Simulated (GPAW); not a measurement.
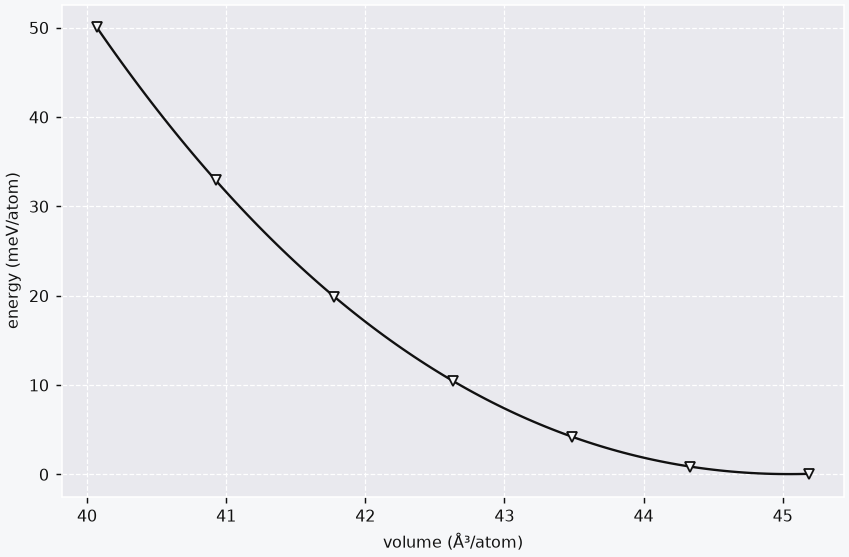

The picture above shows the energy against volume.

Method: PAW DFT in plane waves, on a grid or in atomic orbitals, no spin polarisation; energies at scaled volumes of the given cell, shape and fractions fixed, counted from the fit's minimum, third-order Birch-Murnaghan fit (GPAW 26.7.0). Level: r2SCAN.

**For which of these solids was it computed?**
A. GaSb, F-43m (No. 216)
B. I, Cmce (No. 64)
C. Si₂Mo, I4/mmm (No. 139)

B, I: energy from 0.03 meV/atom to 50.07 meV/atom, V0 45.05 Å³/atom, B0 23 GPa. The others give: Si₂Mo, energy from 0.02 meV/atom to 35.16 meV/atom, V0 13.39 Å³/atom, B0 220 GPa; GaSb, energy from 0.07 meV/atom to 22.36 meV/atom, V0 28.74 Å³/atom, B0 54 GPa.

For GaSb, limits of the calculation: the fit and the printed pressures don't fully agree, or the minimum lies near the end of the range.

For I, limits of the calculation: the fit and the printed pressures don't fully agree, or the minimum lies near the end of the range; shape and atomic fractions are frozen while scaling, which makes layered, chain and framework solids too stiff.

For Si₂Mo, limits of the calculation: the fit and the printed pressures don't fully agree, or the minimum lies near the end of the range; shape and atomic fractions are frozen while scaling, which makes layered, chain and framework solids too stiff.
